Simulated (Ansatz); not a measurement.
Run report: WC, single-point calculation (part 1 of 2)

- system: WC (slab, 32 atoms in the cell)
- method: DFT PBE+D3(BJ), scalar-relativistic, plane waves, PAW, no spin polarisation (Ansatz 0.2.0)

The structure derives from an entry of the Crystallography Open Database. It belongs to a series of runs on one base structure; here: the slab at its places in the relaxed adsorbed structure. Figures and captions count atoms from 1; the log counts them from 0 in places.

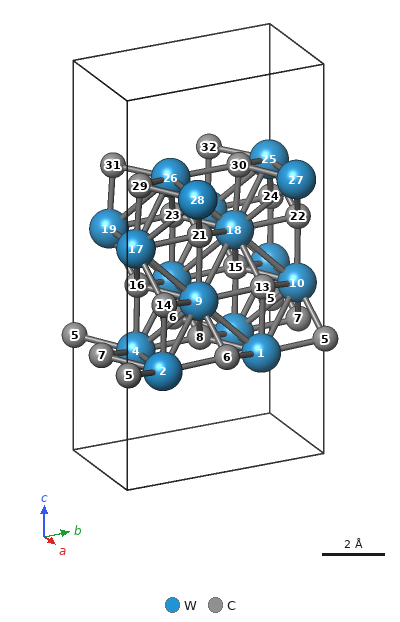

The structure (ball-and-stick view of the cell of the calculation, with the vacuum cut short, seen slightly off an axis; atoms are numbered from 1 in the order of the input). An atom can appear more than once, as a periodic image.

**Input file**
```yaml
crystal:
  lattice:
    - [5.8038113749, 0.0, 0.0]
    - [-2.9019056875, 7.5735822842, 0.0]
    - [0.0, 0.0, 23.9530597246]
  atoms:
    - { symbol: W, position: [0.8601095922, 0.7202191844, 0.3339865592] }
    - { symbol: W, position: [0.8601095922, 0.2202191844, 0.3339865592] }
    - { symbol: W, position: [0.3601095922, 0.7202191844, 0.3339865592] }
    - { symbol: W, position: [0.3601095922, 0.2202191844, 0.3339865592] }
    - { symbol: C, position: [0.0034611909, 0.0069223818, 0.3470670982] }
    - { symbol: C, position: [0.0034611909, 0.5069223818, 0.3470670982] }
    - { symbol: C, position: [0.5034611909, 0.0069223818, 0.3470670982] }
    - { symbol: C, position: [0.5034611909, 0.5069223818, 0.3470670982] }
    - { symbol: W, position: [0.7202191845, 0.4404383689, 0.4124697935] }
    - { symbol: W, position: [0.7202191844, 0.9404383689, 0.4124697935] }
    - { symbol: W, position: [0.2202191844, 0.4404383689, 0.4124697935] }
    - { symbol: W, position: [0.2202191844, 0.9404383689, 0.4124697935] }
    - { symbol: C, position: [0.8635707832, 0.7271415663, 0.4255503325] }
    - { symbol: C, position: [0.8635707832, 0.2271415663, 0.4255503325] }
    - { symbol: C, position: [0.3635707831, 0.7271415663, 0.4255503325] }
    - { symbol: C, position: [0.3635707831, 0.2271415663, 0.4255503325] }
    - { symbol: W, position: [0.5798913987, 0.1604308987, 0.4912222806] }
    - { symbol: W, position: [0.5805166086, 0.6606271173, 0.4921638356] }
    - { symbol: W, position: [0.0811060838, 0.1605849185, 0.4912538658] }
    - { symbol: W, position: [0.0805583653, 0.6611061026, 0.4916291799] }
    - { symbol: C, position: [0.7231965695, 0.4449950541, 0.5037227966] }
    - { symbol: C, position: [0.7221566278, 0.9445412734, 0.5045952376] }
    - { symbol: C, position: [0.2222037164, 0.4451707369, 0.5037109101] }
    - { symbol: C, position: [0.2220504478, 0.9442993894, 0.5039553043] }
    - { symbol: W, position: [0.4361089121, 0.8766305945, 0.5708394746] }
    - { symbol: W, position: [0.4382222056, 0.3755589315, 0.5708681363] }
    - { symbol: W, position: [0.940465002, 0.876606782, 0.5708566974] }
    - { symbol: W, position: [0.9382237155, 0.3758565276, 0.5683348876] }
    - { symbol: C, position: [0.5913356457, 0.1786357892, 0.5785315248] }
    - { symbol: C, position: [0.5912720834, 0.6822965708, 0.5816656514] }
    - { symbol: C, position: [0.0883408042, 0.1790321718, 0.5786241377] }
    - { symbol: C, position: [0.0838922421, 0.6677447698, 0.5793407651] }
basis:
  ecutwfc: 420
kpoints:
  mp_grid: { grid: [4, 3, 1] }
hamiltonian:
  xc: pbe
  dispersion: d3bj
scf:
  occupations: { method: gaussian, width: 0.1 }
output:
  forces: true
  eigenvalues: true
  write_density: true
  volumetric_format: npy
efield:
  axis: 3
  dipole_correction: true
  ramp_width: 0.04
```

Machine: 4 threads of Intel Xeon @ 2.50GHz (Skylake/Cascade Lake), 192 GiB of memory available, shared host.

Launched with:
```bash
ansatz run input.yaml --threads 4 --pin off --max-ram 10240MiB --backend cpu --events-out ev --progress --plain --runs-dir out
```

**Output**
```
Engine: ansatz 0.2.0, x86_64-unknown-linux-gnu
Pseudopotentials: kind: paw
Pseudopotential: W, paw, valence charge 14, recommended cutoff 420 eV (normal), W.paw.azcp
Pseudopotential: C, paw, valence charge 4, recommended cutoff 420 eV (normal), C.paw.azcp
Functional definition: PBE
  parameter kappa = 0.804
  parameter beta = 0.06672455060314922
  exchange = pbe_x(kappa = kappa, mu = beta*pi^2/3)
  correlation = pbe_c(beta = beta)
Crystal: 32 atoms, lattice volume = 1052.872 Å³
Basis set: ecut = 420 eV, 20625 PW (Γ), exchange–correlation on 80×120×324 points (8 copies of the dense FFT grid, shifted against one another)
Bands: 176, of which v1, the nominal top of the filled ones, is band 144 counted from 1 (143 counted from 0)
Symmetry: 1 space group operations
Space group: P1 (ITA 1), of the structure as read, at distance tolerance 1.0e-4 Å
k-points: 7 of 12 (time reversal used)
Non-local potential: W, projectors of the file, l = 0: 3, l = 1: 2, l = 2: 2, l = 3: 1
Non-local potential: C, projectors of the file, l = 0: 2, l = 1: 2, l = 2: 1
PAW form: soft (Blöchl's): semilocal exchange-correlation on the pseudo side does not see the compensation charge
PAW one-centre angular grid: W, 590 points (default); XC on 64 Gauss nodes
PAW one-centre angular grid: C, 110 points (default); XC on 64 Gauss nodes
Initial density: superposition of atomic densities (neutral atoms: chi_scale 0, normalization atom), corrected by the library's trained network
Initial wavefunctions: pseudopotential atomic-orbital guess
Functional: x = pbe(κ = 0.804, μ = 0.2195149727645171), c = pbe(β = 0.06672455060314922)
SCF iter   1: F=—  HF=-170165.665499 eV  |F-HF|=—  |Δ(HF+E_count)|=         —  Δρ=5.80e-3  dr2=1.01e0  ethr=1.77e-3  p=-0.149 e·Å  D=-2.57e-2 V/Å  ΔV_dip=0.61 eV  dr2_dipole=3.36e-1  V_vac-E_F(+/−)=4.68/4.06 eV  ⟨swp⟩=8.9  Hψ=6335  notcnv=0  defer=24
efield: sawtooth ramp at fractional position 0.9378 (placed from the atoms, in the widest stretch of the axis that holds none; the zero of the levels goes with the place), width 0.0400; the density the first Hamiltonian is built on has a dipole p = -0.149 e·Å; the dipole correction subtracts the counter field D = -2.57e-2 V/Å, which shifts the + side's vacuum level by +0.61 eV against the − side's; the planar-averaged density in the ramp window peaks in size at 8.8e-6 e/Å³
preconditioner: auto → LDOS  [metal: Δε(μ)=0.073 eV  Ē_g=7.187 eV  σ=0.100 eV  W_gap=0.39  n_scr=178 (ndim 8)  ℏωp=14.5 eV  f_vac=0.602  D(μ)=14.10/eV (n_scr^D=60)  β→1.0]
SCF iter   2: F=—  HF=-170165.686626 eV  |F-HF|=—  |Δ(HF+E_count)|=   2.11e-2  Δρ=2.62e-3  dr2=3.64e-1  ethr=3.52e-4  p=-0.010 e·Å  D=-1.68e-3 V/Å  ΔV_dip=0.04 eV  dr2_dipole=8.84e-2  V_vac-E_F(+/−)=4.11/4.07 eV  ⟨swp⟩=2.1  Hψ=1867  notcnv=0  defer=154
SCF iter   3: F=—  HF=-170165.658614 eV  |F-HF|=—  |Δ(HF+E_count)|=   2.80e-2  Δρ=6.95e-4  dr2=3.87e-2  ethr=1.27e-4  p=-0.067 e·Å  D=-1.15e-2 V/Å  ΔV_dip=0.28 eV  dr2_dipole=1.68e-2  V_vac-E_F(+/−)=4.34/4.06 eV  ⟨swp⟩=2.0  Hψ=1520  notcnv=0  defer=154
SCF iter   4: F=—  HF=-170165.660276 eV  |F-HF|=—  |Δ(HF+E_count)|=   1.66e-3  Δρ=3.14e-4  dr2=4.20e-3  ethr=1.34e-5  p=-0.057 e·Å  D=-9.88e-3 V/Å  ΔV_dip=0.24 eV  dr2_dipole=1.24e-3  V_vac-E_F(+/−)=4.31/4.07 eV  ⟨swp⟩=2.4  Hψ=1490  notcnv=0  defer=154
SCF iter   5: F=—  HF=-170165.660158 eV  |F-HF|=—  |Δ(HF+E_count)|=   1.18e-4  Δρ=8.79e-5  dr2=2.75e-4  ethr=1.46e-6  p=-0.054 e·Å  D=-9.35e-3 V/Å  ΔV_dip=0.22 eV  dr2_dipole=7.43e-5  V_vac-E_F(+/−)=4.30/4.07 eV  ⟨swp⟩=2.0  Hψ=1563  notcnv=0  defer=154
SCF iter   6: F=—  HF=-170165.660227 eV  |F-HF|=—  |Δ(HF+E_count)|=   6.91e-5  Δρ=3.48e-5  dr2=1.88e-5  ethr=9.53e-8  p=-0.054 e·Å  D=-9.33e-3 V/Å  ΔV_dip=0.22 eV  dr2_dipole=3.14e-7  V_vac-E_F(+/−)=4.30/4.08 eV  ⟨swp⟩=3.1  Hψ=2239  notcnv=0  defer=154
SCF iter   7: F=—  HF=-170165.661140 eV  |F-HF|=—  |Δ(HF+E_count)|=   9.13e-4  Δρ=1.33e-5  dr2=2.08e-6  ethr=6.53e-9  p=-0.054 e·Å  D=-9.36e-3 V/Å  ΔV_dip=0.22 eV  dr2_dipole=1.58e-7  V_vac-E_F(+/−)=4.30/4.07 eV  ⟨swp⟩=2.0  Hψ=1882  notcnv=0  defer=114
SCF iter   8: F=—  HF=-170165.661144 eV  |F-HF|=—  |Δ(HF+E_count)|=   3.34e-6  Δρ=5.21e-6  dr2=6.54e-7  ethr=7.23e-10  p=-0.055 e·Å  D=-9.38e-3 V/Å  ΔV_dip=0.22 eV  dr2_dipole=9.40e-8  V_vac-E_F(+/−)=4.30/4.07 eV  ⟨swp⟩=3.3  Hψ=2346  notcnv=0  defer=114
SCF iter   9: F=-170165.661144 eV  HF=-170165.661144 eV  |F-HF|=1.11e-7  |Δ(HF+E_count)|=   3.04e-7  Δρ=1.91e-6  dr2=6.02e-8  ethr=3.47e-11  p=-0.055 e·Å  D=-9.39e-3 V/Å  ΔV_dip=0.22 eV  dr2_dipole=1.22e-9  V_vac-E_F(+/−)=4.30/4.07 eV  ⟨swp⟩=17.6  Hψ=7296  notcnv=0
SCF 1 converged in 9 iterations: F = -170165.661144 eV  dr2 = 6.02e-8
  greatest PAW one-centre occupation: 1.000 electrons in one spin orbital (limit 2), on the W atom at site 17 (counted from 0), in its partial waves of l = 0
SCF converged after 9 iterations
Free energy (F): -170165.661144 eV
Harris-Foulkes:  -170165.661144 eV  (|F-HF|=1.11e-7)
Internal energy: -170165.580380 eV  (E = F + TS)
E sigma→0 (E₀):  -170165.620762 eV
Entropy (-TS):   -0.080764 eV (-2.524 meV/atom)
Fermi energy:    3.746971 eV
Dipole field:    D = -0.009365 V/Å  (p = -0.054489 e·Å, saw-weighted, corrected)
Work function:   Φ+ = 4.2988 eV   Φ− = 4.0745 eV
Levels:          The Fermi level and band energies are counted from a zero that moves with the ramp; work functions are not
--- Per-component energies (eV) ---
  E_band       = -5784.092325
  E_kinetic    = 8602.598567
  E_local      = -335574.849085  (includes V_loc(G=0)·N_el)
  E_nonlocal   = 425.088209
  E_hartree    = 163809.984427
  E_xc         = -5030.887325
  E_vxc        = -4761.433479  (∫ρ·V_xc dr)
  E_paw        = -138577.643422  (= ΣΔE_a)
  E_vpaw       = -2095.295836  (= ΣTr[D̂ρ^β])
  E_aug_tail   = -0.000859  (compensation charges beyond the density's cutoff)
  E_efield     = 0.000255  (sawtooth field / dipole correction)
  E_vefield    = -0.199925  (∫n·V_field dr)
  E_ewald      = 136190.311083
  E_disp       = -10.182230  (pairwise vdW)
  E_smearing   = -0.080764  (= −TS)
  E_closure    = -0.000000  (closes the sum)
  Σ components = -170165.661144   (vs F -170165.661144, Δ=0.00e0)
--- Forces (eV/Å), atoms counted from 1 ---
  atom   1  W     -0.01467686    -0.20091390     1.60709243
  atom   2  W      0.00321633    -0.21730487     1.57429648
  atom   3  W      0.03021871    -0.19174224     1.61144489
  atom   4  W      0.01209374    -0.19332807     1.56247845
  atom   5  C      0.00930532     0.01663196    -0.39001715
  atom   6  C      0.00433314    -0.00113318    -0.41092821
  atom   7  C      0.00600676     0.01386225    -0.39411107
  atom   8  C      0.00312466     0.00207982    -0.38966889
  atom   9  W     -0.04665379     0.13004598    -0.40565032
  atom  10  W     -0.02297523    -0.01821038    -0.25504409
  atom  11  W      0.00758461     0.13853248    -0.40328455
  atom  12  W     -0.02428708     0.00039212    -0.43328394
  atom  13  C     -0.07896339     0.10246041    -0.76699006
  atom  14  C      0.00629421     0.09727980    -0.86870709
  atom  15  C      0.07744283     0.09838898    -0.76032147
  atom  16  C      0.00379633     0.12315468    -0.87457678
  atom  17  W      0.03812957    -0.12866984     0.11498724
  atom  18  W      0.00397963     0.10618188     0.13872209
  atom  19  W     -0.06395387    -0.14409417     0.11236607
  atom  20  W     -0.00291748    -0.09948069    -0.06512372
  atom  21  C     -0.17257520     0.02984337     0.02563176
  atom  22  C      0.02556492     0.00340499     0.03883510
  atom  23  C      0.18087075     0.01095771     0.03706527
  atom  24  C      0.02210178     0.05397615     0.18006202
  atom  25  W      0.24321063    -0.36504146    -0.99151014
  atom  26  W     -0.01836073    -0.14425067    -1.04794977
  atom  27  W     -0.26559758    -0.34923339    -1.00427568
  atom  28  W     -0.01899645     0.01089724    -0.09614448
  atom  29  C     -0.21440690     0.08559305     0.83866188
  atom  30  C      0.02585573    -0.01933320     0.15761241
  atom  31  C      0.24056014     0.07396882     0.83705918
  atom  32  C      0.00068228     0.97504757     0.72116230
  max |Σ_I F_I| component: 1.10e-4 eV/Å
--- Band table (eV; the first three rows and the last of 7) ---
```
